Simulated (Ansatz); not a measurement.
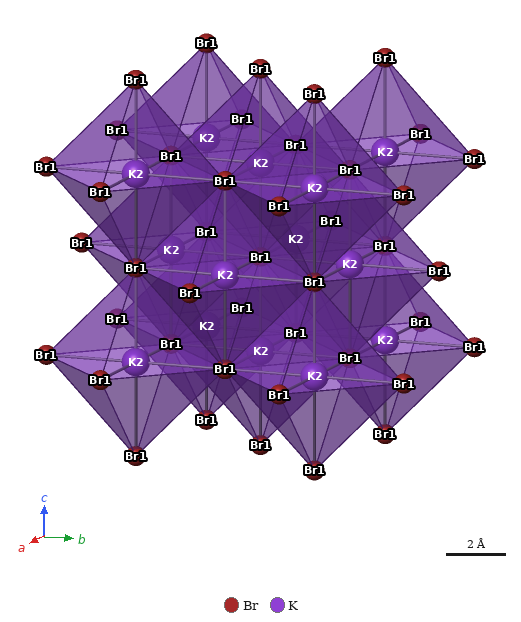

Figure 1. The structure of run 1 (polyhedral view of the cell 4 times as large as that of the calculation, set on its symmetry axes, seen slightly off an axis; polyhedra are completed across the faces of the cell; atoms are numbered from 1 in the order of the input).

## Two runs on KBr

System: KBr (2 atoms in the cell).
Method of run 1: Kohn-Sham DFT of a periodic cell, revPBE with D4, all-electron LAPW, scalar-relativistic, no spin polarisation (Ansatz 0.2.0).

The structure derives from an entry of the Crystallography Open Database. Text and figures count atoms from 1; the logs count them from 0 in places.

### Input file, run 1
```yaml
crystal:
  lattice:
    - [0.0, 3.3, 3.3]
    - [3.3, 0.0, 3.3]
    - [3.3, 3.3, 0.0]
  atoms:
    - { symbol: Br, position: [0.5, 0.5, 0.5] }
    - { symbol: K, position: [0.0, 0.0, 0.0] }
kpoints:
  mp_grid: { grid: [7, 7, 7] }
scf:
  occupations: { method: fermi_dirac, width: 0.05 }
hamiltonian:
  xc: revpbe
  dispersion: d4
  pseudopotentials: { kind: all_electron, lapw: { basis_error: 0.001 } }
output:
  forces: true
  stress: true
relax:
  f_tol: 0.01
  max_steps: 60
  cell: {}
```

Command:
```bash
ansatz run input.yaml --threads 1 --pin off --max-ram 3072MiB --backend cpu --events-out ev --progress --plain --runs-dir out
```

Hardware: 1 thread of Arm Neoverse V2, 24 GiB of memory available, shared host.

### Output, shortened to warnings, some set-up lines, iterations and results (run 1)
```
Basis set: ecut = 136.69101809829067 eV, 259 PW (Γ), exchange–correlation at level 2
Symmetry: 48 space group operations
k-points: 20 of 343
Initial density: superposition of atomic densities (chi_scale 0.1, normalization cell, long waves kept (reshape's long-wave potential 0.00 eV rms))
[...]
SCF iter   1: F=—  HF=-87321.381341 eV  |F-HF|=—  |Δ(HF+E_count)|=         —  Δρ=1.50e-2  dr2=4.26e-1  ethr=1.25e-3  ⟨swp⟩=2.0  Hψ=2685  notcnv=0
SCF iter   2: F=—  HF=-87321.210429 eV  |F-HF|=—  |Δ(HF+E_count)|=   1.71e-1  Δρ=3.75e-3  dr2=2.46e-2  ethr=7.25e-5  ⟨swp⟩=2.0  Hψ=2295  notcnv=0
SCF iter   3: F=—  HF=-87321.228385 eV  |F-HF|=—  |Δ(HF+E_count)|=         —  Δρ=2.07e-3  dr2=7.72e-3  ethr=7.24e-5  ⟨swp⟩=2.9  Hψ=1421  notcnv=0
SCF iter   4: F=—  HF=-87321.237759 eV  |F-HF|=—  |Δ(HF+E_count)|=   9.37e-3  Δρ=4.07e-4  dr2=2.51e-4  ethr=2.27e-5  ⟨swp⟩=3.0  Hψ=1441  notcnv=0
SCF iter   5: F=—  HF=-87321.238582 eV  |F-HF|=—  |Δ(HF+E_count)|=   8.23e-4  Δρ=7.96e-5  dr2=8.32e-6  ethr=7.38e-7  ⟨swp⟩=3.0  Hψ=1442  notcnv=0
[... 15 lines ...]
relax step   3: F+E_penalty+E_count = -87321.24919641 eV  Δ(F+E_penalty+E_count) = -3.308e-3 eV  max|allowed force component| = 2.506e-31 eV/Å  Δτ_max = 0.0000 Å  P = +0.042 …
SCF iter   1: F=—  HF=-87321.249224 eV  |F-HF|=—  |Δ(HF+E_count)|=         —  Δρ=6.01e-6  dr2=6.99e-8  ethr=2.06e-10  ⟨swp⟩=8.2  Hψ=2533  notcnv=0
SCF iter   2: F=-87321.249197 eV  HF=-87321.249197 eV  |F-HF|=6.07e-8  |Δ(HF+E_count)|=   2.75e-5  Δρ=3.45e-6  dr2=2.19e-8  ethr=2.05e-10  ⟨swp⟩=3.0  Hψ=1460  notcnv=0
SCF 4 converged in 2 iterations: F = -87321.249197 eV  dr2 = 2.19e-8
relax step   4: F+E_penalty+E_count = -87321.24919684 eV  Δ(F+E_penalty+E_count) = -4.232e-7 eV  max|allowed force component| = 1.839e-31 eV/Å  Δτ_max = 0.0000 Å  P = +0.042 …
basis re-selected at this cell: Δ(F+E_penalty+E_count) = -4.232e-7 eV, ΔP = +0.000 GPa vs the last step (what re-selecting the basis moved, after the strain that the cell walked since its last selection, with what the two solves' SCF thresholds leave and, on support functions, any second-order …
SCF converged after 2 iterations
Free energy (F): -87321.249197 eV
Harris-Foulkes:  -87321.249197 eV  (|F-HF|=6.07e-8)
Internal energy: -87321.249197 eV  (E = F + TS)
E sigma→0 (E₀):  -87321.249197 eV
Fermi energy:    4.191253 eV
--- Per-component energies (eV) ---
  E_band       = -2117.288984
  E_kinetic    = 89217.481431
  E_xc         = -3430.762507
  E_electrostatic = -173107.622078  (all electrons and nuclei)
  E_disp       = -0.346043  (pairwise vdW)
  E_smearing   = -0.000000  (= −TS)
  E_closure    = 0.000000  (closes the sum)
  E_atoms      = -87315.034199  (free atoms, spherical and without spin; not in F)
  Σ components = -87321.249197   (vs F -87321.249197, Δ=0.00e0)
  Basis errors (estimates in eV, not in F): energy 5.0e-4 per atom: plane waves 4.5e-4 (2.4e-4 summed), levels above the bands 2.7e-49, relativity 3.6e-8, radial functions 4.6e-5, core shells 2.5e-7; eigenvalues (radial functions only) 2.5e-6; not estimated: angular momenta, meshes, grids; target …
--- Forces (eV/Å), atoms counted from 1 ---
  atom   1  Br     0.00000000     0.00000000    -0.00000000
  atom   2  K     -0.00000000    -0.00000000     0.00000000
  max |Σ_I F_I| component: 3.23e-31 eV/Å
--- Stress (GPa, compression-positive) ---
        0.042022      -0.000000      -0.000000
       -0.000000       0.042022      -0.000000
       -0.000000      -0.000000       0.042022
  P = ⅓ Tr σ = 0.0420 GPa (0.420 kbar)
--- Relaxed structure (3 steps of the walk, 3 accepted, 1 SCFs on fresh bases) ---
  F+E_penalty+E_count = -87321.24919684 eV   max|allowed force component| = 1.839e-31 eV/Å   (the final SCF, on the basis selected at the relaxed cell)
  cell:  # Å, volume = 75.9446 Å³
    - [1.5280163634318358e-34, 3.361158485455348, 3.361158485455348]
    - [3.361158485455348, 9.68120686250162e-34, 3.361158485455348]
    - [3.361158485455348, 3.361158485455348, 2.037553566721394e-34]
  atoms:
    - { symbol: Br, position: [0.5, 0.5, 0.5] }
    - { symbol: K, position: [-4.255527023581939e-36, 3.647594591642077e-36, 3.6475945916413864e-36] }
```

The input of run 2 differs as follows (lines with − go, lines with + come):
```diff
-  dispersion: d4
-  f_tol: 0.01
+  f_tol: 0.005
```

How does run 2 compare with run 1?

The total energies belong to different models, so their difference says nothing on which is more stable or more accurate. The volume per atom goes from 37.97 to 40.92 Å³. The SCF takes 24 iterations over all geometry steps against 17.

### Output, shortened to warnings, some set-up lines, iterations and results (run 2)
```
Basis set: ecut = 136.69101809829067 eV, 259 PW (Γ), exchange–correlation at level 2
Symmetry: 48 space group operations
k-points: 20 of 343
Initial density: superposition of atomic densities (chi_scale 0.1, normalization cell, long waves kept (reshape's long-wave potential 0.00 eV rms))
[...]
SCF iter   1: F=—  HF=-87321.010832 eV  |F-HF|=—  |Δ(HF+E_count)|=         —  Δρ=1.50e-2  dr2=4.26e-1  ethr=1.25e-3  ⟨swp⟩=2.0  Hψ=2685  notcnv=0
SCF iter   2: F=—  HF=-87320.839920 eV  |F-HF|=—  |Δ(HF+E_count)|=   1.71e-1  Δρ=3.75e-3  dr2=2.46e-2  ethr=7.25e-5  ⟨swp⟩=2.0  Hψ=2295  notcnv=0
SCF iter   3: F=—  HF=-87320.857876 eV  |F-HF|=—  |Δ(HF+E_count)|=         —  Δρ=2.07e-3  dr2=7.72e-3  ethr=7.24e-5  ⟨swp⟩=2.9  Hψ=1421  notcnv=0
SCF iter   4: F=—  HF=-87320.867249 eV  |F-HF|=—  |Δ(HF+E_count)|=   9.37e-3  Δρ=4.07e-4  dr2=2.51e-4  ethr=2.27e-5  ⟨swp⟩=3.0  Hψ=1441  notcnv=0
SCF iter   5: F=—  HF=-87320.868073 eV  |F-HF|=—  |Δ(HF+E_count)|=   8.23e-4  Δρ=7.96e-5  dr2=8.32e-6  ethr=7.38e-7  ⟨swp⟩=3.0  Hψ=1442  notcnv=0
[... 24 lines ...]
relax step   4: F+E_penalty+E_count = -87320.91937558 eV  Δ(F+E_penalty+E_count) = -6.108e-4 eV  max|allowed force component| = 2.178e-31 eV/Å  Δτ_max = 0.0000 Å  P = +0.003 …
SCF iter   1: F=—  HF=-87320.919394 eV  |F-HF|=—  |Δ(HF+E_count)|=         —  Δρ=1.53e-6  dr2=3.86e-9  ethr=1.08e-11  ⟨swp⟩=9.2  Hψ=2942  notcnv=0  reapply=6
SCF iter   2: F=-87320.919376 eV  HF=-87320.919376 eV  |F-HF|=1.03e-8  |Δ(HF+E_count)|=   1.77e-5  Δρ=6.74e-7  dr2=7.37e-10  ethr=1.08e-11  ⟨swp⟩=4.0  Hψ=1606  notcnv=0
SCF 5 converged in 2 iterations: F = -87320.919376 eV  dr2 = 7.37e-10
relax step   5: F+E_penalty+E_count = -87320.91937610 eV  Δ(F+E_penalty+E_count) = -5.262e-7 eV  max|allowed force component| = 3.739e-31 eV/Å  Δτ_max = 0.0000 Å  P = +0.003 …
basis re-selected at this cell: Δ(F+E_penalty+E_count) = -5.262e-7 eV, ΔP = +0.000 GPa vs the last step (what re-selecting the basis moved, after the strain that the cell walked since its last selection, with what the two solves' SCF thresholds leave and, on support functions, any second-order …
SCF converged after 2 iterations
Free energy (F): -87320.919376 eV
Harris-Foulkes:  -87320.919376 eV  (|F-HF|=1.03e-8)
Internal energy: -87320.919376 eV  (E = F + TS)
E sigma→0 (E₀):  -87320.919376 eV
Fermi energy:    3.592152 eV
--- Per-component energies (eV) ---
  E_band       = -2135.342476
  E_kinetic    = 89216.206647
  E_xc         = -3430.470923
  E_electrostatic = -173106.655100  (all electrons and nuclei)
  E_smearing   = -0.000000  (= −TS)
  E_closure    = 0.000000  (closes the sum)
  E_atoms      = -87315.034199  (free atoms, spherical and without spin; not in F)
  Σ components = -87320.919376   (vs F -87320.919376, Δ=0.00e0)
  Basis errors (estimates in eV, not in F): energy 4.8e-4 per atom: plane waves 4.3e-4 (2.3e-4 summed), levels above the bands 1.2e-49, relativity 4.3e-8, radial functions 5.2e-5, core shells 1.2e-7; eigenvalues (radial functions only) 2.4e-6; not estimated: angular momenta, meshes, grids; target …
--- Forces (eV/Å), atoms counted from 1 ---
  atom   1  Br     0.00000000    -0.00000000    -0.00000000
  atom   2  K     -0.00000000    -0.00000000     0.00000000
  max |Σ_I F_I| component: 5.67e-31 eV/Å
--- Stress (GPa, compression-positive) ---
        0.002796      -0.000000      -0.000000
       -0.000000       0.002796      -0.000000
       -0.000000      -0.000000       0.002796
  P = ⅓ Tr σ = 0.0028 GPa (0.028 kbar)
--- Relaxed structure (4 steps of the walk, 4 accepted, 1 SCFs on fresh bases) ---
  F+E_penalty+E_count = -87320.91937610 eV   max|allowed force component| = 3.739e-31 eV/Å   (the final SCF, on the basis selected at the relaxed cell)
  cell:  # Å, volume = 81.8402 Å³
    - [4.839271713397072e-34, 3.445975693434862, 3.445975693434862]
    - [3.445975693434862, 4.076297629278193e-34, 3.445975693434862]
    - [3.445975693434862, 3.445975693434862, 3.310660106490118e-34]
  atoms:
    - { symbol: Br, position: [0.5, 0.5, 0.5] }
    - { symbol: K, position: [-7.295189183271162e-36, 6.687256751331852e-36, 6.687256751321902e-36] }
```

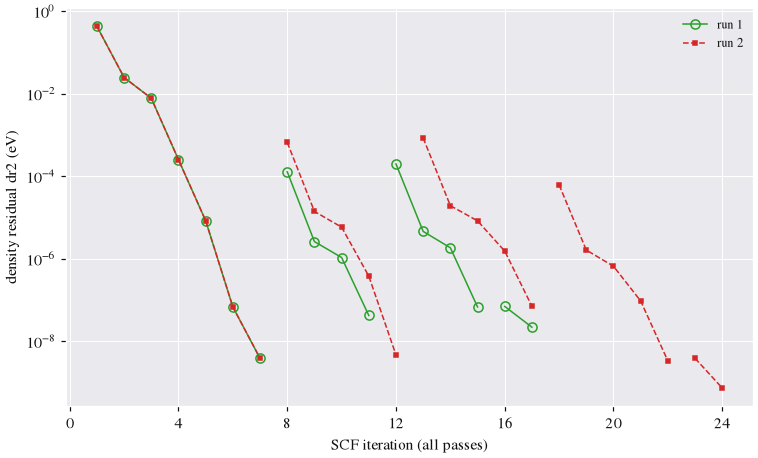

Figure 2. Convergence of the two runs: density residual dr2 against the SCF iteration. A break in a curve parts two SCF passes. Run 1 takes 17 iterations in all, and run 2 takes 24.

### The two runs side by side

```tsv
quantity	run 1	run 2
outcome	converged	converged
free energy per atom (eV)	−43660.6246	−43660.4597
pressure (GPa)	0.04	0.00
volume per atom (Å³)	37.97	40.92
largest force (eV/Å)	0.000	0.000
SCF iterations	17	24
irreducible k-points	20	20
wall time (shared host)	6.4 s	8.3 s
```
